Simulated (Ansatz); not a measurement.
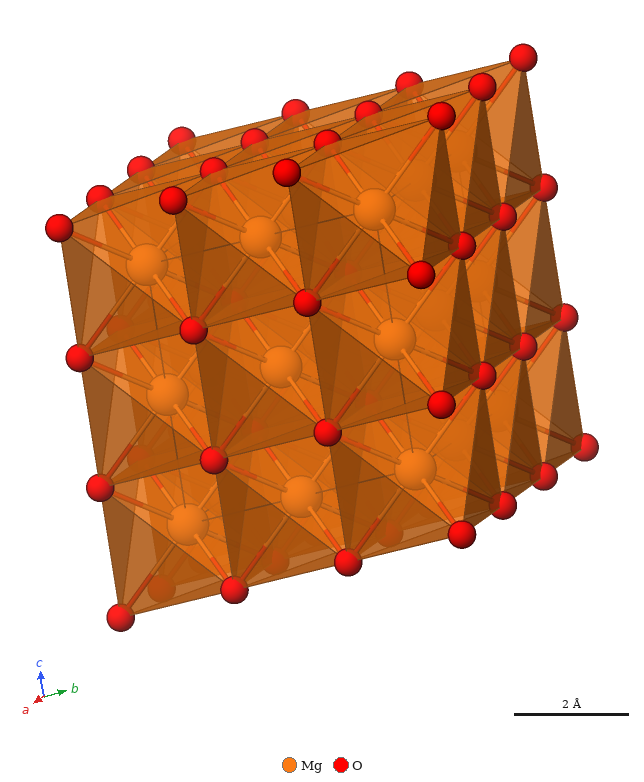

*The structure as given in the input (polyhedral view of the cell of the calculation, seen slightly off an axis; polyhedra are completed across the faces of the cell).*

# Run report: MgO, molecular dynamics (part 1 of 5)

The run: molecular dynamics of MgO (Fm-3m, 16 atoms in the cell). Method and program: DFT PBEsol, scalar-relativistic, plane waves, PAW, no spin polarisation (Ansatz 0.2.0).

The structure derives from an entry of the Crystallography Open Database. It belongs to a series of runs on one base structure; here: dynamics from the start.

**Output**
```
Warning: md: disabling space-group detection — thermal motion breaks the input geometry's symmetry, so no spatial operation reduces the k-mesh or symmetrises the density; time reversal is kept, so that k and −k are solved as one point where they differ and the mesh holds both, and exact exchange and, on two spinor components, a DFT+U term hold to it where the run has them: on two components no moment then forms, and a state that bears one, which a typed moment (crystal.atoms[].spin; refused beside efield: under a hybrid functional) reaches, can lie lower, under hf by electronvolts; crystal.symmetry.detect: false (a key that needs symmetry detection or time reversal refuses this as the deck is read) with time_reversal: false beside it drops time reversal too
Engine: ansatz 0.2.0, x86_64-unknown-linux-gnu
Pseudopotentials: kind: paw
Pseudopotential: Mg, paw, valence charge 10, recommended cutoff 420 eV (normal), Mg.paw.azcp
Pseudopotential: O, paw, valence charge 6, recommended cutoff 420 eV (normal), O.paw.azcp
Functional definition: PBEsol
  exchange = pbesol_x
  correlation = pbesol_c
Crystal: 16 atoms, lattice volume = 150.100 Å³
Basis set: ecut = 420 eV, 2891 PW (Γ), exchange–correlation on 80×80×80 points (8 copies of the dense FFT grid, shifted against one another)
Bands: 80, of which v1, the nominal top of the filled ones, is band 64 counted from 1 (63 counted from 0)
Symmetry: 1 space group operations
k-points: 8
Non-local potential: Mg, projectors of the file, l = 0: 3, l = 1: 2, l = 2: 1
Non-local potential: O, projectors of the file, l = 0: 2, l = 1: 2, l = 2: 1
PAW form: soft (Blöchl's): semilocal exchange-correlation on the pseudo side does not see the compensation charge
PAW frozen core: Mg, regenerated for the run's functional, and the local potential with it (the file was generated under x = pbe(κ = 0.804, μ = 0.2195149727645171), c = pbe(β = 0.06672455060314922))
PAW frozen core: O, regenerated for the run's functional, and the local potential with it (the file was generated under x = pbe(κ = 0.804, μ = 0.2195149727645171), c = pbe(β = 0.06672455060314922))
PAW one-centre angular grid: Mg, 110 points (default); XC on 64 Gauss nodes
PAW one-centre angular grid: O, 110 points (default); XC on 64 Gauss nodes
Initial density: superposition of atomic densities (neutral atoms: chi_scale 0, normalization atom), corrected by the library's trained network
Initial wavefunctions: pseudopotential atomic-orbital guess
Functional: x = pbesol(κ = 0.804, μ = 0.12345679012345678), c = pbesol(β = 0.046)
SCF iter   1: F=—  HF=-19806.926858 eV  |F-HF|=—  |Δ(HF+E_count)|=         —  Δρ=1.36e-2  dr2=2.15e-1  ethr=1.77e-3  ⟨swp⟩=6.0  Hψ=2595  notcnv=0  defer=6
preconditioner: auto → Resta (q_TF=auto, 2.657 Å⁻¹)  ε∞=3.4  [insulator: Δε(μ)=4.468 eV  Ē_g=15.647 eV  σ=0.050 eV  W_gap=1.00  n_scr=58 (ndim 8)  ℏωp=24.2 eV  f_vac=0.000  D(μ)=0.00/eV (n_scr^D=0)  ε∞_Penn≈3.4]
SCF iter   2: F=—  HF=-19806.861018 eV  |F-HF|=—  |Δ(HF+E_count)|=   6.58e-2  Δρ=1.93e-3  dr2=2.16e-3  ethr=1.68e-4  ⟨swp⟩=2.0  Hψ=986  notcnv=0  defer=66
SCF iter   3: F=—  HF=-19806.860577 eV  |F-HF|=—  |Δ(HF+E_count)|=   4.41e-4  Δρ=9.58e-4  dr2=7.35e-4  ethr=1.69e-6  ⟨swp⟩=2.6  Hψ=1054  notcnv=0  defer=66
SCF iter   4: F=—  HF=-19806.860580 eV  |F-HF|=—  |Δ(HF+E_count)|=   2.85e-6  Δρ=1.52e-4  dr2=2.41e-5  ethr=5.74e-7  ⟨swp⟩=2.9  Hψ=1038  notcnv=0  defer=66
SCF iter   5: F=—  HF=-19806.860445 eV  |F-HF|=—  |Δ(HF+E_count)|=   1.35e-4  Δρ=2.92e-5  dr2=6.85e-7  ethr=1.88e-8  ⟨swp⟩=2.1  Hψ=828  notcnv=0  defer=66
SCF iter   6: F=—  HF=-19806.860453 eV  |F-HF|=—  |Δ(HF+E_count)|=   7.54e-6  Δρ=2.12e-5  dr2=4.78e-7  ethr=5.35e-10  ⟨swp⟩=2.0  Hψ=1079  notcnv=0  defer=66
SCF iter   7: F=—  HF=-19806.860453 eV  |F-HF|=—  |Δ(HF+E_count)|=   9.44e-8  Δρ=5.40e-6  dr2=2.11e-8  ethr=3.74e-10  ⟨swp⟩=2.0  Hψ=814  notcnv=0  defer=66
SCF iter   8: F=-19806.860453 eV  HF=-19806.860453 eV  |F-HF|=3.17e-10  |Δ(HF+E_count)|=   1.50e-8  Δρ=6.55e-7  dr2=3.81e-10  ethr=1.25e-11  ⟨swp⟩=4.0  Hψ=1913  notcnv=0
SCF 1 converged in 8 iterations: F = -19806.860453 eV  dr2 = 3.81e-10
  greatest PAW one-centre occupation: 1.000 electrons in one spin orbital (limit 2), on the Mg atom at site 4 (counted from 0), in its partial waves of l = 0
md step     0: t =     0.00 fs  T =  2400.0 K  F+E_penalty+E_count = -19806.86045251 eV  E_kin = 4.653360 eV  conserved = -19802.20709255 eV  (8 SCF iters)
Initial density: handed on by an earlier stage of this run
Initial wavefunctions: those handed on with the density
iter 1 solved again at ethr=1.49e-5 eV; its pass at ethr=3.10e-3 eV (dr2=1.90e-2 eV) is discarded
SCF iter   1: F=—  HF=-19806.804633 eV  |F-HF|=—  |Δ(HF+E_count)|=         —  Δρ=4.31e-3  dr2=1.93e-2  ethr=1.49e-5  ⟨swp⟩=2.4  Hψ=3334  notcnv=0
preconditioner: auto → Resta (q_TF=auto, 2.657 Å⁻¹)  ε∞=3.4  [insulator: Δε(μ)=4.571 eV  Ē_g=15.725 eV  σ=0.050 eV  W_gap=1.00  n_scr=58 (ndim 8)  ℏωp=24.2 eV  f_vac=0.000  D(μ)=0.00/eV (n_scr^D=0)  ε∞_Penn≈3.4]
SCF iter   2: F=—  HF=-19806.801149 eV  |F-HF|=—  |Δ(HF+E_count)|=   3.48e-3  Δρ=2.39e-3  dr2=6.25e-3  ethr=1.49e-5  ⟨swp⟩=1.1  Hψ=641  notcnv=0
SCF iter   3: F=—  HF=-19806.799704 eV  |F-HF|=—  |Δ(HF+E_count)|=   1.44e-3  Δρ=4.95e-4  dr2=2.73e-4  ethr=4.88e-6  ⟨swp⟩=2.0  Hψ=1032  notcnv=0
SCF iter   4: F=—  HF=-19806.799652 eV  |F-HF|=—  |Δ(HF+E_count)|=   5.15e-5  Δρ=1.50e-4  dr2=2.03e-5  ethr=2.13e-7  ⟨swp⟩=2.0  Hψ=891  notcnv=0
SCF iter   5: F=—  HF=-19806.799562 eV  |F-HF|=—  |Δ(HF+E_count)|=   9.10e-5  Δρ=3.16e-5  dr2=7.50e-7  ethr=1.58e-8  ⟨swp⟩=2.0  Hψ=822  notcnv=0
SCF iter   6: F=—  HF=-19806.799559 eV  |F-HF|=—  |Δ(HF+E_count)|=   2.19e-6  Δρ=6.81e-6  dr2=4.59e-8  ethr=5.86e-10  ⟨swp⟩=2.0  Hψ=1123  notcnv=0
SCF iter   7: F=-19806.799559 eV  HF=-19806.799559 eV  |F-HF|=7.17e-9  |Δ(HF+E_count)|=   8.42e-9  Δρ=3.20e-6  dr2=1.10e-8  ethr=1.25e-11  ⟨swp⟩=4.0  Hψ=2160  notcnv=0
SCF 2 converged in 7 iterations: F = -19806.799559 eV  dr2 = 1.10e-8
  greatest PAW one-centre occupation: 1.000 electrons in one spin orbital (limit 2), on the Mg atom at site 2 (counted from 0), in its partial waves of l = 0
md step     1: t =     1.50 fs  T =  2368.6 K  F+E_penalty+E_count = -19806.79955933 eV  E_kin = 4.592537 eV  conserved = -19802.20702258 eV  (7 SCF iters)
[... from here on the SCF iterations and repeated set-up lines of each step are left out, up to the last step ...]
SCF 3 converged in 7 iterations: F = -19806.619004 eV  dr2 = 1.02e-8
md step     2: t =     3.00 fs  T =  2275.7 K  F+E_penalty+E_count = -19806.61900387 eV  E_kin = 4.412366 eV  conserved = -19802.20663827 eV  (7 SCF iters)
md step     3: t =     4.50 fs  T =  2125.1 K  F+E_penalty+E_count = -19806.32625781 eV  E_kin = 4.120340 eV  conserved = -19802.20591763 eV  (8 SCF iters)
md step     4: t =     6.00 fs  T =  1923.8 K  F+E_penalty+E_count = -19805.93477543 eV  E_kin = 3.729960 eV  conserved = -19802.20481580 eV  (7 SCF iters)
md step     5: t =     7.50 fs  T =  1682.0 K  F+E_penalty+E_count = -19805.46448691 eV  E_kin = 3.261198 eV  conserved = -19802.20328859 eV  (5 SCF iters)
md step     6: t =     9.00 fs  T =  1413.6 K  F+E_penalty+E_count = -19804.94223323 eV  E_kin = 2.740911 eV  conserved = -19802.20132237 eV  (4 SCF iters)
md step     7: t =    10.50 fs  T =  1136.0 K  F+E_penalty+E_count = -19804.40165332 eV  E_kin = 2.202678 eV  conserved = -19802.19897582 eV  (4 SCF iters)
md step     8: t =    12.00 fs  T =   869.3 K  F+E_penalty+E_count = -19803.88186115 eV  E_kin = 1.685425 eV  conserved = -19802.19643651 eV  (4 SCF iters)
md step     9: t =    13.50 fs  T =   634.5 K  F+E_penalty+E_count = -19803.42428944 eV  E_kin = 1.230258 eV  conserved = -19802.19403164 eV  (4 SCF iters)
md step    10: t =    15.00 fs  T =   451.5 K  F+E_penalty+E_count = -19803.06753608 eV  E_kin = 0.875359 eV  conserved = -19802.19217738 eV  (7 SCF iters)
md step    11: t =    16.50 fs  T =   335.1 K  F+E_penalty+E_count = -19802.84098918 eV  E_kin = 0.649727 eV  conserved = -19802.19126190 eV  (4 SCF iters)
md step    12: t =    18.00 fs  T =   292.7 K  F+E_penalty+E_count = -19802.75905068 eV  E_kin = 0.567562 eV  conserved = -19802.19148873 eV  (4 SCF iters)
md step    13: t =    19.50 fs  T =   322.6 K  F+E_penalty+E_count = -19802.81817204 eV  E_kin = 0.625394 eV  conserved = -19802.19277816 eV  (4 SCF iters)
md step    14: t =    21.00 fs  T =   414.3 K  F+E_penalty+E_count = -19802.99806659 eV  E_kin = 0.803268 eV  conserved = -19802.19479850 eV  (4 SCF iters)
md step    15: t =    22.50 fs  T =   551.6 K  F+E_penalty+E_count = -19803.26667504 eV  E_kin = 1.069572 eV  conserved = -19802.19710298 eV  (4 SCF iters)
md step    16: t =    24.00 fs  T =   715.7 K  F+E_penalty+E_count = -19803.58692091 eV  E_kin = 1.387635 eV  conserved = -19802.19928629 eV  (3 SCF iters)
md step    17: t =    25.50 fs  T =   888.1 K  F+E_penalty+E_count = -19803.92297786 eV  E_kin = 1.721899 eV  conserved = -19802.20107903 eV  (3 SCF iters)
md step    18: t =    27.00 fs  T =  1053.3 K  F+E_penalty+E_count = -19804.24459972 eV  E_kin = 2.042236 eV  conserved = -19802.20236388 eV  (4 SCF iters)
md step    19: t =    28.50 fs  T =  1199.7 K  F+E_penalty+E_count = -19804.52921042 eV  E_kin = 2.326070 eV  conserved = -19802.20314027 eV  (3 SCF iters)
md step    20: t =    30.00 fs  T =  1319.7 K  F+E_penalty+E_count = -19804.76222348 eV  E_kin = 2.558752 eV  conserved = -19802.20347154 eV  (7 SCF iters)
md step    21: t =    31.50 fs  T =  1409.5 K  F+E_penalty+E_count = -19804.93626926 eV  E_kin = 2.732814 eV  conserved = -19802.20345537 eV  (4 SCF iters)
md step    22: t =    33.00 fs  T =  1468.2 K  F+E_penalty+E_count = -19805.04987412 eV  E_kin = 2.846675 eV  conserved = -19802.20319898 eV  (4 SCF iters)
md step    23: t =    34.50 fs  T =  1497.3 K  F+E_penalty+E_count = -19805.10592780 eV  E_kin = 2.903125 eV  conserved = -19802.20280265 eV  (4 SCF iters)
md step    24: t =    36.00 fs  T =  1499.7 K  F+E_penalty+E_count = -19805.11014974 eV  E_kin = 2.907796 eV  conserved = -19802.20235377 eV  (4 SCF iters)
md step    25: t =    37.50 fs  T =  1479.1 K  F+E_penalty+E_count = -19805.06976882 eV  E_kin = 2.867864 eV  conserved = -19802.20190450 eV  (4 SCF iters)
md step    26: t =    39.00 fs  T =  1439.6 K  F+E_penalty+E_count = -19804.99267272 eV  E_kin = 2.791215 eV  conserved = -19802.20145762 eV  (4 SCF iters)
md step    27: t =    40.50 fs  T =  1385.5 K  F+E_penalty+E_count = -19804.88724585 eV  E_kin = 2.686280 eV  conserved = -19802.20096535 eV  (4 SCF iters)
md step    28: t =    42.00 fs  T =  1321.7 K  F+E_penalty+E_count = -19804.76290778 eV  E_kin = 2.562555 eV  conserved = -19802.20035232 eV  (3 SCF iters)
md step    29: t =    43.50 fs  T =  1254.0 K  F+E_penalty+E_count = -19804.63099680 eV  E_kin = 2.431429 eV  conserved = -19802.19956764 eV  (4 SCF iters)
md step    30: t =    45.00 fs  T =  1189.7 K  F+E_penalty+E_count = -19804.50527358 eV  E_kin = 2.306632 eV  conserved = -19802.19864188 eV  (7 SCF iters)
md step    31: t =    46.50 fs  T =  1136.5 K  F+E_penalty+E_count = -19804.40123035 eV  E_kin = 2.203510 eV  conserved = -19802.19772063 eV  (4 SCF iters)
md step    32: t =    48.00 fs  T =  1102.1 K  F+E_penalty+E_count = -19804.33383191 eV  E_kin = 2.136806 eV  conserved = -19802.19702575 eV  (4 SCF iters)
md step    33: t =    49.50 fs  T =  1092.1 K  F+E_penalty+E_count = -19804.31422221 eV  E_kin = 2.117464 eV  conserved = -19802.19675832 eV  (4 SCF iters)
md step    34: t =    51.00 fs  T =  1108.8 K  F+E_penalty+E_count = -19804.34676263 eV  E_kin = 2.149758 eV  conserved = -19802.19700464 eV  (4 SCF iters)
md step    35: t =    52.50 fs  T =  1150.2 K  F+E_penalty+E_count = -19804.42778937 eV  E_kin = 2.230088 eV  conserved = -19802.19770112 eV  (4 SCF iters)
md step    36: t =    54.00 fs  T =  1210.9 K  F+E_penalty+E_count = -19804.54654317 eV  E_kin = 2.347856 eV  conserved = -19802.19868754 eV  (4 SCF iters)
md step    37: t =    55.50 fs  T =  1283.1 K  F+E_penalty+E_count = -19804.68757032 eV  E_kin = 2.487781 eV  conserved = -19802.19978977 eV  (3 SCF iters)
md step    38: t =    57.00 fs  T =  1357.8 K  F+E_penalty+E_count = -19804.83342190 eV  E_kin = 2.632551 eV  conserved = -19802.20087056 eV  (4 SCF iters)
md step    39: t =    58.50 fs  T =  1426.1 K  F+E_penalty+E_count = -19804.96687429 eV  E_kin = 2.765042 eV  conserved = -19802.20183263 eV  (4 SCF iters)
md step    40: t =    60.00 fs  T =  1480.2 K  F+E_penalty+E_count = -19805.07257369 eV  E_kin = 2.869979 eV  conserved = -19802.20259420 eV  (7 SCF iters)
md step    41: t =    61.50 fs  T =  1513.9 K  F+E_penalty+E_count = -19805.13837502 eV  E_kin = 2.935297 eV  conserved = -19802.20307830 eV  (4 SCF iters)
md step    42: t =    63.00 fs  T =  1523.2 K  F+E_penalty+E_count = -19805.15657207 eV  E_kin = 2.953356 eV  conserved = -19802.20321568 eV  (4 SCF iters)
md step    43: t =    64.50 fs  T =  1507.0 K  F+E_penalty+E_count = -19805.12493101 eV  E_kin = 2.921965 eV  conserved = -19802.20296608 eV  (4 SCF iters)
md step    44: t =    66.00 fs  T =  1467.3 K  F+E_penalty+E_count = -19805.04721970 eV  E_kin = 2.844873 eV  conserved = -19802.20234656 eV  (3 SCF iters)
md step    45: t =    67.50 fs  T =  1408.8 K  F+E_penalty+E_count = -19804.93289911 eV  E_kin = 2.731459 eV  conserved = -19802.20143986 eV  (3 SCF iters)
md step    46: t =    69.00 fs  T =  1338.6 K  F+E_penalty+E_count = -19804.79579920 eV  E_kin = 2.595407 eV  conserved = -19802.20039199 eV  (4 SCF iters)
md step    47: t =    70.50 fs  T =  1264.9 K  F+E_penalty+E_count = -19804.65186899 eV  E_kin = 2.452481 eV  conserved = -19802.19938845 eV  (4 SCF iters)
md step    48: t =    72.00 fs  T =  1195.4 K  F+E_penalty+E_count = -19804.51639583 eV  E_kin = 2.317789 eV  conserved = -19802.19860646 eV  (3 SCF iters)
md step    49: t =    73.50 fs  T =  1136.3 K  F+E_penalty+E_count = -19804.40135872 eV  E_kin = 2.203197 eV  conserved = -19802.19816153 eV  (4 SCF iters)
md step    50: t =    75.00 fs  T =  1091.1 K  F+E_penalty+E_count = -19804.31365921 eV  E_kin = 2.115586 eV  conserved = -19802.19807349 eV  (7 SCF iters)
md step    51: t =    76.50 fs  T =  1060.6 K  F+E_penalty+E_count = -19804.25474377 eV  E_kin = 2.056471 eV  conserved = -19802.19827237 eV  (4 SCF iters)
md step    52: t =    78.00 fs  T =  1043.4 K  F+E_penalty+E_count = -19804.22161718 eV  E_kin = 2.022986 eV  conserved = -19802.19863071 eV  (4 SCF iters)
md step    53: t =    79.50 fs  T =  1036.5 K  F+E_penalty+E_count = -19804.20871417 eV  E_kin = 2.009697 eV  conserved = -19802.19901678 eV  (4 SCF iters)
md step    54: t =    81.00 fs  T =  1036.9 K  F+E_penalty+E_count = -19804.20985887 eV  E_kin = 2.010518 eV  conserved = -19802.19934072 eV  (3 SCF iters)
md step    55: t =    82.50 fs  T =  1041.9 K  F+E_penalty+E_count = -19804.21969988 eV  E_kin = 2.020137 eV  conserved = -19802.19956307 eV  (3 SCF iters)
md step    56: t =    84.00 fs  T =  1049.4 K  F+E_penalty+E_count = -19804.23439050 eV  E_kin = 2.034703 eV  conserved = -19802.19968770 eV  (4 SCF iters)
md step    57: t =    85.50 fs  T =  1058.3 K  F+E_penalty+E_count = -19804.25163277 eV  E_kin = 2.051891 eV  conserved = -19802.19974183 eV  (4 SCF iters)
md step    58: t =    87.00 fs  T =  1067.9 K  F+E_penalty+E_count = -19804.27036860 eV  E_kin = 2.070615 eV  conserved = -19802.19975357 eV  (4 SCF iters)
md step    59: t =    88.50 fs  T =  1078.3 K  F+E_penalty+E_count = -19804.29038706 eV  E_kin = 2.090646 eV  conserved = -19802.19974149 eV  (3 SCF iters)
md step    60: t =    90.00 fs  T =  1089.4 K  F+E_penalty+E_count = -19804.31201995 eV  E_kin = 2.112307 eV  conserved = -19802.19971304 eV  (7 SCF iters)
md step    61: t =    91.50 fs  T =  1101.8 K  F+E_penalty+E_count = -19804.33595787 eV  E_kin = 2.136283 eV  conserved = -19802.19967509 eV  (4 SCF iters)
md step    62: t =    93.00 fs  T =  1115.8 K  F+E_penalty+E_count = -19804.36308841 eV  E_kin = 2.163446 eV  conserved = -19802.19964263 eV  (4 SCF iters)
md step    63: t =    94.50 fs  T =  1131.9 K  F+E_penalty+E_count = -19804.39419640 eV  E_kin = 2.194549 eV  conserved = -19802.19964725 eV  (4 SCF iters)
md step    64: t =    96.00 fs  T =  1150.0 K  F+E_penalty+E_count = -19804.42944526 eV  E_kin = 2.229714 eV  conserved = -19802.19973159 eV  (3 SCF iters)
md step    65: t =    97.50 fs  T =  1169.7 K  F+E_penalty+E_count = -19804.46778437 eV  E_kin = 2.267866 eV  conserved = -19802.19991807 eV  (3 SCF iters)
md step    66: t =    99.00 fs  T =  1189.6 K  F+E_penalty+E_count = -19804.50666841 eV  E_kin = 2.306490 eV  conserved = -19802.20017802 eV  (4 SCF iters)
md step    67: t =   100.50 fs  T =  1207.9 K  F+E_penalty+E_count = -19804.54249864 eV  E_kin = 2.342073 eV  conserved = -19802.20042554 eV  (4 SCF iters)
md step    68: t =   102.00 fs  T =  1223.0 K  F+E_penalty+E_count = -19804.57189514 eV  E_kin = 2.371351 eV  conserved = -19802.20054367 eV  (4 SCF iters)
md step    69: t =   103.50 fs  T =  1234.2 K  F+E_penalty+E_count = -19804.59340123 eV  E_kin = 2.392964 eV  conserved = -19802.20043722 eV  (4 SCF iters)
md step    70: t =   105.00 fs  T =  1242.3 K  F+E_penalty+E_count = -19804.60881265 eV  E_kin = 2.408722 eV  conserved = -19802.20009092 eV  (7 SCF iters)
```
